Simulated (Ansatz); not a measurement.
Run report: Si$_{31}$O, geometry relaxation (part 3 of 4)

Si$_{31}$O (defect cell, 32 atoms in the cell); DFT PBE, scalar-relativistic, plane waves, PAW, spin-polarised (Ansatz 0.2.0); cutoff 420 eV, 3×3×1 k-mesh, Gaussian smearing of 0.05 eV, collinear spins. The structure derives from an entry of the Crystallography Open Database.

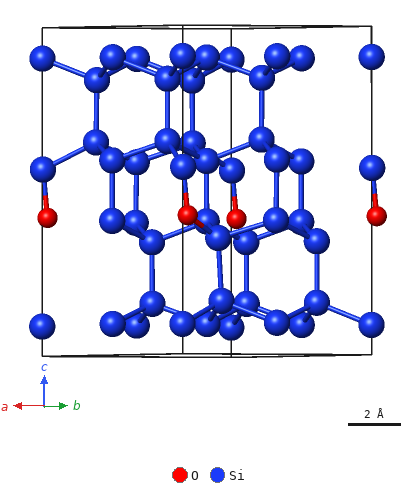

The geometry at step 5 of the log (ball-and-stick view of the cell of the calculation, seen at an oblique angle).

**Trajectory as extended XYZ (Å, eV, eV/Å), 13 frames, from step=1 to step=13**
```
32
Lattice="7.5896 0.0000 0.0000 -3.7948 6.5728 0.0000 0.0000 0.0000 12.7099" Properties=species:S:1:pos:R:3:forces:R:3 step=1 energy=-20274.09129
O    -0.0586    0.0340    5.2155   -0.0704  -0.2045   0.1724
Si   -1.8974    3.2864    5.1628    0.0970  -0.2864   0.4586
Si    3.7948    0.0000    5.1628   -0.0437   0.0974   0.5330
Si    1.8974    3.2864    5.1628    0.1931   0.0343   0.5005
Si    0.0000    0.0000   11.5177   -0.0052   0.0206   0.3501
Si   -1.8974    3.2864   11.5177   -0.0427  -0.0341   0.2768
Si    3.7948    0.0000   11.5177   -0.0009   0.0506   0.2927
Si    1.8974    3.2864   11.5177    0.0387  -0.0256   0.2806
Si    0.0000    0.0000    1.1922    0.0086  -0.0242  -0.4526
Si   -1.8974    3.2864    1.1922   -0.0018   0.0332  -0.2689
Si    3.7948    0.0000    1.1922   -0.0115  -0.0159  -0.2636
Si    1.8974    3.2864    1.1922   -0.0035   0.0104  -0.2799
Si   -0.0007   -0.0601    7.5108   -0.0696   0.9561  -1.2210
Si   -1.8974    3.2864    7.5471    0.0004  -0.0874  -0.3565
Si    3.7948    0.0000    7.5471    0.0130   0.1066  -0.3160
Si    1.8974    3.2864    7.5471   -0.0070  -0.0795  -0.3509
Si    0.0220    2.2137    4.3394   -0.4059  -1.0419   0.4973
Si   -1.8895    5.4579    4.3970   -0.8355   0.6843  -0.2500
Si    3.7948    2.1909    4.3684    0.0130   0.0048  -0.1861
Si    1.8955    5.4825    4.3893    1.0909   0.6216   0.0610
Si    1.8974    1.0955   10.7233   -0.0417  -0.0332  -0.1816
Si    0.0000    4.3819   10.7233    0.0004   0.0018  -0.0919
Si    5.6922    1.0955   10.7233    0.0385  -0.0251  -0.2005
Si    3.7948    4.3819   10.7233    0.0086   0.0521  -0.1480
Si    0.0000    2.1909    1.9866    0.0222   0.0047   0.1230
Si   -1.8974    5.4773    1.9866   -0.0126  -0.0066   0.5313
Si    3.7948    2.1909    1.9866   -0.0016  -0.0008   0.1544
Si    1.8974    5.4773    1.9866    0.0270   0.0220   0.4588
Si    1.8974    1.0955    8.3415   -0.2999  -0.2594  -0.1567
Si    0.0000    4.3819    8.3415   -0.0058   0.0200   0.0802
Si    5.6922    1.0955    8.3415    0.2992  -0.2544  -0.1194
Si    3.7948    4.3819    8.3415    0.0090  -0.3416   0.0729
32
Lattice="7.5896 0.0000 0.0000 -3.7948 6.5728 0.0000 0.0000 0.0000 12.7099" Properties=species:S:1:pos:R:3:forces:R:3 step=2 energy=-20274.60363
O    -0.0304   -0.0065    5.1929   -0.1509  -0.0293   0.2905
Si   -1.8988    3.2924    5.1786    0.0179  -0.1451   0.1436
Si    3.8015   -0.0027    5.1810    0.0025   0.0837   0.1589
Si    1.8915    3.2879    5.1769    0.0799  -0.0127   0.1575
Si   -0.0016    0.0010   11.5222    0.0034  -0.0144   0.1381
Si   -1.9104    3.2812   11.5288    0.0605   0.0419  -0.0409
Si    3.7929    0.0120   11.5336    0.0030  -0.0779  -0.0441
Si    1.9083    3.2813   11.5292   -0.0640   0.0430  -0.0385
Si    0.0034    0.0000    1.1882   -0.0082   0.0165  -0.2385
Si   -1.8849    3.2926    1.2036   -0.0667  -0.0573   0.0322
Si    3.7992   -0.0119    1.2072   -0.0017   0.0906   0.0314
Si    1.8869    3.2949    1.2048    0.0714  -0.0546   0.0469
Si   -0.0094   -0.0119    7.3491    0.0079   0.1564  -0.6204
Si   -1.8956    3.2807    7.5274   -0.0827   0.0289  -0.0326
Si    3.7931    0.0030    7.5313   -0.0176   0.0246  -0.0658
Si    1.8872    3.2796    7.5266    0.0868   0.0097  -0.0332
Si   -0.0021    2.1025    4.4347   -0.0824  -0.3188   0.0264
Si   -1.9576    5.5124    4.4332   -0.2698   0.1910  -0.0977
Si    3.7940    2.1915    4.3708   -0.0110   0.0017  -0.0206
Si    1.9882    5.5314    4.4496    0.4085   0.2108  -0.0148
Si    1.8917    1.0923   10.6832   -0.0821  -0.0373   0.0790
Si   -0.0012    4.3825   10.7324    0.0019  -0.0103   0.0051
Si    5.6939    1.0926   10.6855    0.0819  -0.0353   0.0740
Si    3.7940    4.3892   10.6761   -0.0008   0.0887   0.0550
Si    0.0014    2.1799    2.0554    0.0007  -0.0611  -0.0967
Si   -1.9027    5.4822    2.0455   -0.0470   0.0257   0.0233
Si    3.7955    2.1925    1.9944   -0.0043   0.0041   0.0029
Si    1.9117    5.4845    2.0554    0.0708   0.0373   0.0075
Si    1.8605    1.0716    8.2872    0.0196   0.0237  -0.0296
Si   -0.0038    4.3842    8.3440    0.0057  -0.0124   0.0418
Si    5.7194    1.0754    8.2931   -0.0273   0.0242  -0.0292
Si    3.7906    4.4177    8.2736   -0.0053  -0.2366   0.0881
32
Lattice="7.5896 0.0000 0.0000 -3.7948 6.5728 0.0000 0.0000 0.0000 12.7099" Properties=species:S:1:pos:R:3:forces:R:3 step=3 energy=-20274.67241
O    -0.0465   -0.0100    5.2189   -0.1989  -0.0323   0.2951
Si   -1.8935    3.2867    5.1876   -0.0068  -0.0138  -0.0476
Si    3.8034   -0.0058    5.1867   -0.0025   0.0184  -0.0484
Si    1.8900    3.2917    5.1864    0.0307  -0.0073  -0.0320
Si   -0.0009    0.0001   11.5245   -0.0015   0.0024  -0.0260
Si   -1.9053    3.2832   11.5276   -0.0082  -0.0087  -0.0131
Si    3.7943    0.0063   11.5314    0.0032   0.0093  -0.0168
Si    1.9038    3.2836   11.5314    0.0039  -0.0041  -0.0099
Si    0.0074    0.0002    1.1590    0.0058  -0.0032   0.0085
Si   -1.8890    3.2873    1.2088    0.0093   0.0122   0.0342
Si    3.8032   -0.0060    1.2136   -0.0110  -0.0115   0.0374
Si    1.8954    3.2926    1.2143   -0.0104   0.0023   0.0402
Si   -0.0136   -0.0031    7.2834   -0.0161  -0.0055  -0.1980
Si   -1.9043    3.2849    7.5290   -0.0007  -0.0067   0.0254
Si    3.7879    0.0041    7.5276    0.0017   0.0010   0.0357
Si    1.8936    3.2812    7.5284    0.0036  -0.0054   0.0212
Si   -0.0060    2.0555    4.4437   -0.0091   0.1487  -0.0304
Si   -1.9969    5.5334    4.4357    0.1835  -0.1120  -0.0546
Si    3.7928    2.1916    4.3807    0.0022  -0.0017   0.0646
Si    2.0356    5.5569    4.4581   -0.0057   0.0050   0.0330
Si    1.8848    1.0892   10.6847    0.0132  -0.0040   0.0070
Si   -0.0002    4.3808   10.7304   -0.0022   0.0110   0.0047
Si    5.7022    1.0893   10.6848   -0.0119   0.0013  -0.0070
Si    3.7936    4.3959   10.6819    0.0039  -0.0120  -0.0030
Si    0.0035    2.1662    2.0499   -0.0025   0.0199  -0.0163
Si   -1.9105    5.4869    2.0462    0.0280  -0.0113  -0.0214
Si    3.7973    2.1920    2.0068   -0.0004  -0.0074  -0.0068
Si    1.9293    5.4931    2.0591   -0.0043   0.0020  -0.0250
Si    1.8494    1.0692    8.2756    0.0095   0.0104  -0.0291
Si   -0.0042    4.3828    8.3449    0.0020  -0.0026  -0.0061
Si    5.7217    1.0741    8.2796   -0.0103   0.0114  -0.0127
Si    3.7882    4.4222    8.2746    0.0015  -0.0059  -0.0028
32
Lattice="7.5896 0.0000 0.0000 -3.7948 6.5728 0.0000 0.0000 0.0000 12.7099" Properties=species:S:1:pos:R:3:forces:R:3 step=4 energy=-20274.71320
O    -0.0963   -0.0284    5.2519   -0.3643  -0.1181   0.4002
Si   -1.8925    3.2854    5.1887    0.0159   0.0202  -0.0595
Si    3.8095   -0.0038    5.1887   -0.0160  -0.0163  -0.0599
Si    1.8958    3.2969    5.1890    0.0013  -0.0050  -0.0414
Si   -0.0002   -0.0002   11.5217   -0.0053   0.0013  -0.0235
Si   -1.9048    3.2824   11.5249   -0.0193  -0.0152  -0.0062
Si    3.7954    0.0067   11.5302    0.0048   0.0107  -0.0020
Si    1.9044    3.2833   11.5314    0.0054  -0.0022   0.0025
Si    0.0137    0.0021    1.1552    0.0103  -0.0008   0.0355
Si   -1.8874    3.2870    1.2059    0.0171   0.0178   0.0025
Si    3.8102   -0.0039    1.2138   -0.0217  -0.0142   0.0101
Si    1.9009    3.2965    1.2159   -0.0173  -0.0058   0.0132
Si   -0.0265   -0.0074    7.2764   -0.0354  -0.0274  -0.3023
Si   -1.9065    3.2847    7.5295    0.0074  -0.0049   0.0151
Si    3.7832    0.0028    7.5288   -0.0019  -0.0036   0.0249
Si    1.8918    3.2787    7.5300   -0.0075  -0.0070   0.0124
Si   -0.0049    2.0738    4.4370   -0.0193   0.2162  -0.0458
Si   -1.9783    5.5236    4.4264    0.2666  -0.1721  -0.0772
Si    3.7949    2.1924    4.3835    0.0075  -0.0007   0.0418
Si    2.0433    5.5630    4.4681    0.1164   0.0848   0.1295
Si    1.8848    1.0885   10.6825    0.0056  -0.0055   0.0122
Si    0.0004    4.3810   10.7303   -0.0007   0.0081   0.0057
Si    5.7027    1.0886   10.6825   -0.0049   0.0094  -0.0209
Si    3.7937    4.3955   10.6812    0.0125  -0.0092  -0.0130
Si    0.0073    2.1699    2.0430   -0.0001   0.0359   0.0096
Si   -1.9028    5.4864    2.0385    0.0446  -0.0209   0.0022
Si    3.8004    2.1929    2.0090   -0.0042  -0.0071  -0.0023
Si    1.9372    5.4973    2.0623    0.0105   0.0092  -0.0101
Si    1.8414    1.0654    8.2715    0.0005   0.0027  -0.0569
Si   -0.0057    4.3813    8.3454    0.0027   0.0000  -0.0014
Si    5.7161    1.0740    8.2777   -0.0160   0.0155   0.0085
Si    3.7852    4.4196    8.2746    0.0046   0.0047  -0.0033
32
Lattice="7.5896 0.0000 0.0000 -3.7948 6.5728 0.0000 0.0000 0.0000 12.7099" Properties=species:S:1:pos:R:3:forces:R:3 step=5 energy=-20274.93891
O    -0.2305   -0.0778    5.3617   -0.5006  -0.2669   0.4410
Si   -1.8904    3.2759    5.1901   -0.0235   0.0626   0.0638
Si    3.8382   -0.0027    5.1878   -0.0483  -0.1149  -0.0163
Si    1.9154    3.3150    5.1891   -0.0991   0.0322  -0.0177
Si   -0.0056   -0.0003   11.5200    0.0214   0.0084  -0.0230
Si   -1.9118    3.2805   11.5214   -0.0174  -0.0183   0.0190
Si    3.7924    0.0089   11.5284    0.0116   0.0199   0.0235
Si    1.8996    3.2837   11.5313    0.0233  -0.0065   0.0179
Si    0.0015   -0.0039    1.1548    0.0145   0.0011   0.0635
Si   -1.9109    3.2766    1.2042    0.0071  -0.0097  -0.1513
Si    3.7957   -0.0117    1.2175    0.0623   0.0048  -0.1004
Si    1.8827    3.2932    1.2227    0.0280   0.0402  -0.0840
Si   -0.0268   -0.0057    7.2276   -0.2311  -0.1524  -0.2131
Si   -1.8890    3.2920    7.5298    0.0029  -0.0020   0.0060
Si    3.8021    0.0082    7.5281   -0.0529  -0.0061   0.0036
Si    1.9117    3.2868    7.5287   -0.0444  -0.0400   0.0093
Si   -0.0041    2.1371    4.4206    0.1192   0.4600  -0.1642
Si   -1.9026    5.4783    4.4000    0.5081  -0.2053  -0.1621
Si    3.7986    2.1900    4.3905   -0.0107  -0.0083  -0.0679
Si    2.0863    5.5883    4.5040    0.1586   0.1145   0.3333
Si    1.8797    1.0872   10.6767   -0.0370  -0.0107  -0.0250
Si   -0.0040    4.3831   10.7315    0.0006  -0.0120  -0.0003
Si    5.7008    1.0883   10.6754    0.0045   0.0067  -0.0437
Si    3.7903    4.3973   10.6765   -0.0013  -0.0028  -0.0273
Si   -0.0129    2.1711    2.0322    0.0423   0.0490   0.0332
Si   -1.9090    5.4718    2.0243    0.0599   0.0003   0.0127
Si    3.7789    2.1833    2.0138    0.0062   0.0088   0.0272
Si    1.9273    5.4961    2.0748    0.0653   0.0269   0.0709
Si    1.8516    1.0688    8.2511   -0.0403  -0.0287  -0.1101
Si    0.0127    4.3869    8.3459   -0.0079   0.0009   0.0088
Si    5.7356    1.0802    8.2678   -0.0112  -0.0132   0.0705
Si    3.8027    4.4297    8.2672   -0.0101   0.0604   0.0026
32
Lattice="7.5896 0.0000 0.0000 -3.7948 6.5728 0.0000 0.0000 0.0000 12.7099" Properties=species:S:1:pos:R:3:forces:R:3 step=6 energy=-20275.17416
O    -0.3233   -0.0997    5.4480   -0.5221  -0.4175   0.3240
Si   -1.8889    3.2761    5.2006   -0.0818   0.0281   0.0077
Si    3.8458    0.0016    5.2004   -0.0645  -0.0560  -0.0880
Si    1.9219    3.3241    5.2016   -0.0583  -0.0038  -0.0874
Si   -0.0003   -0.0008   11.5226   -0.0094  -0.0015  -0.0423
Si   -1.9092    3.2790   11.5045   -0.0433  -0.0327   0.0351
Si    3.7934    0.0085   11.5184    0.0266   0.0361   0.0420
Si    1.9025    3.2806   11.5243    0.0415   0.0017   0.0357
Si    0.0446    0.0126    1.1523    0.0121  -0.0011   0.1814
Si   -1.8798    3.2828    1.1733    0.0159   0.0149  -0.0537
Si    3.8545    0.0043    1.2028   -0.0145  -0.0302  -0.0456
Si    1.9287    3.3240    1.2126   -0.0349   0.0079  -0.0387
Si   -0.1129   -0.0408    7.2430   -0.1117  -0.0885  -0.2085
Si   -1.9233    3.2806    7.5384    0.0545   0.0137  -0.0142
Si    3.7548   -0.0046    7.5338   -0.0674   0.0000   0.0237
Si    1.8748    3.2632    7.5351   -0.0443  -0.0717   0.0163
Si    0.0098    2.1972    4.3915    0.0748   0.5216  -0.2143
Si   -1.8267    5.4499    4.3557    0.4422  -0.2487  -0.1588
Si    3.8022    2.1936    4.3862    0.0086   0.0041  -0.0499
Si    2.0925    5.5967    4.5503    0.2994   0.2067   0.3656
Si    1.8723    1.0822   10.6638    0.0218   0.0107  -0.0285
Si   -0.0021    4.3803   10.7282    0.0214   0.0144   0.0055
Si    5.7041    1.0832   10.6783   -0.0402   0.0082  -0.0666
Si    3.7884    4.3988   10.6783   -0.0110  -0.0353  -0.0539
Si    0.0287    2.1995    2.0076    0.0300   0.0653   0.0396
Si   -1.8533    5.4789    1.9911    0.0700  -0.0085  -0.0013
Si    3.8149    2.1979    2.0068   -0.0226  -0.0122   0.0193
Si    1.9799    5.5194    2.1029    0.0150   0.0083   0.0153
Si    1.7888    1.0394    8.2338   -0.0372  -0.0204  -0.0586
Si   -0.0186    4.3737    8.3484    0.0092   0.0085  -0.0120
Si    5.6800    1.0712    8.2827    0.0206  -0.0116   0.0889
Si    3.7624    4.4028    8.2781   -0.0005   0.0889   0.0227
32
Lattice="7.5896 0.0000 0.0000 -3.7948 6.5728 0.0000 0.0000 0.0000 12.7099" Properties=species:S:1:pos:R:3:forces:R:3 step=7 energy=-20275.45445
O    -0.3782   -0.1941    5.5463   -0.3576  -0.2529   0.2903
Si   -1.8993    3.2866    5.2006   -0.0551  -0.0126   0.0567
Si    3.8609    0.0137    5.2091   -0.0478  -0.0266  -0.0379
Si    1.9494    3.3381    5.2113   -0.0681  -0.0237  -0.0577
Si   -0.0066   -0.0042   11.5331    0.0054   0.0051  -0.0219
Si   -1.9128    3.2773   11.4861   -0.0399  -0.0185   0.0215
Si    3.7933    0.0077   11.5170   -0.0025   0.0331   0.0262
Si    1.9033    3.2803   11.5188    0.0343  -0.0177   0.0261
Si    0.0706    0.0359    1.1709   -0.0219  -0.0136   0.1190
Si   -1.8737    3.2960    1.1381    0.0205   0.0111  -0.0228
Si    3.8941    0.0143    1.1945    0.0371  -0.0473  -0.0282
Si    1.9604    3.3605    1.1979   -0.0273   0.0547  -0.0376
Si   -0.1863   -0.1013    7.2858    0.0275  -0.0016  -0.1944
Si   -1.9389    3.2632    7.5384    0.0341   0.0149   0.0037
Si    3.7088   -0.0177    7.5393   -0.0458   0.0243   0.0045
Si    1.8417    3.2201    7.5403   -0.0095  -0.0610   0.0046
Si    0.0332    2.3763    4.3058   -0.0806   0.4012  -0.1442
Si   -1.7226    5.4164    4.2979    0.2833  -0.3161  -0.0896
Si    3.8115    2.1970    4.3710   -0.0211  -0.0022  -0.0776
Si    2.1150    5.6062    4.6302    0.3010   0.1708   0.0536
Si    1.8625    1.0751   10.6640    0.0319   0.0188  -0.0507
Si   -0.0021    4.3797   10.7220    0.0237   0.0152   0.0231
Si    5.6981    1.0786   10.6798   -0.0183   0.0008  -0.0318
Si    3.7826    4.3957   10.6793   -0.0071  -0.0223  -0.0439
Si    0.0527    2.2490    1.9561    0.0158   0.0542   0.0447
Si   -1.8141    5.4876    1.9535    0.0417  -0.0049   0.0091
Si    3.8309    2.2091    1.9947   -0.0396  -0.0243  -0.0075
Si    2.0179    5.5442    2.1415   -0.0576  -0.0282   0.0758
Si    1.7280    0.9968    8.2296   -0.0189  -0.0044   0.0575
Si   -0.0375    4.3587    8.3443    0.0279   0.0197  -0.0115
Si    5.6324    1.0566    8.3011    0.0289  -0.0129   0.0138
Si    3.7312    4.3524    8.2973    0.0052   0.0672   0.0275
32
Lattice="7.5896 0.0000 0.0000 -3.7948 6.5728 0.0000 0.0000 0.0000 12.7099" Properties=species:S:1:pos:R:3:forces:R:3 step=8 energy=-20275.60806
O    -0.4355   -0.2517    5.6434    0.3482   0.2123  -0.3077
Si   -1.9439    3.2611    5.2314   -0.0075  -0.0258  -0.0035
Si    3.8773    0.0061    5.2084   -0.0657   0.0051  -0.0279
Si    1.9503    3.3570    5.2087   -0.0162  -0.0871  -0.0088
Si   -0.0037   -0.0028   11.5468   -0.0091   0.0038   0.0038
Si   -1.9156    3.2761   11.4721   -0.0046  -0.0114  -0.0346
Si    3.7976    0.0119   11.5135    0.0072  -0.0090  -0.0014
Si    1.9112    3.2815   11.5134   -0.0103   0.0052  -0.0053
Si    0.0791    0.0434    1.1950    0.0189   0.0104   0.0831
Si   -1.8773    3.2958    1.1103    0.0051   0.0266  -0.0040
Si    3.9234    0.0085    1.1835    0.0120  -0.0051   0.0157
Si    1.9731    3.3893    1.1821    0.0171   0.0282   0.0091
Si   -0.2239   -0.1303    7.2992    0.2261   0.1414   0.8621
Si   -1.9432    3.2606    7.5624    0.0129  -0.0048   0.0290
Si    3.6818   -0.0155    7.5377    0.0011   0.0107  -0.0055
Si    1.8288    3.1964    7.5381   -0.0030  -0.0152  -0.0096
Si    0.0146    2.5583    4.2319   -0.2044   0.4122  -0.0196
Si   -1.6053    5.3209    4.2460    0.3158  -0.3545  -0.0660
Si    3.7890    2.1846    4.3473   -0.0788  -0.0431  -0.0345
Si    2.1606    5.6274    4.6873   -0.5136  -0.2646  -0.5252
Si    1.8607    1.0737   10.6620    0.0221   0.0066  -0.0054
Si    0.0025    4.3814   10.7232    0.0052   0.0113   0.0037
Si    5.7016    1.0754   10.6775    0.0012  -0.0099  -0.0126
Si    3.7822    4.3996   10.6774   -0.0001   0.0106  -0.0035
Si    0.0635    2.2834    1.9185   -0.0425  -0.0606   0.0012
Si   -1.7865    5.4830    1.9246   -0.0566  -0.0107   0.0028
Si    3.8271    2.2062    1.9744    0.0029  -0.0028  -0.0083
Si    2.0335    5.5526    2.1824   -0.0129  -0.0008   0.0089
Si    1.6930    0.9770    8.2318    0.0035   0.0043   0.0567
Si   -0.0351    4.3611    8.3445    0.0189   0.0117  -0.0222
Si    5.6124    1.0470    8.3091   -0.0021   0.0096   0.0246
Si    3.7131    4.3367    8.3113    0.0092  -0.0049   0.0050
```
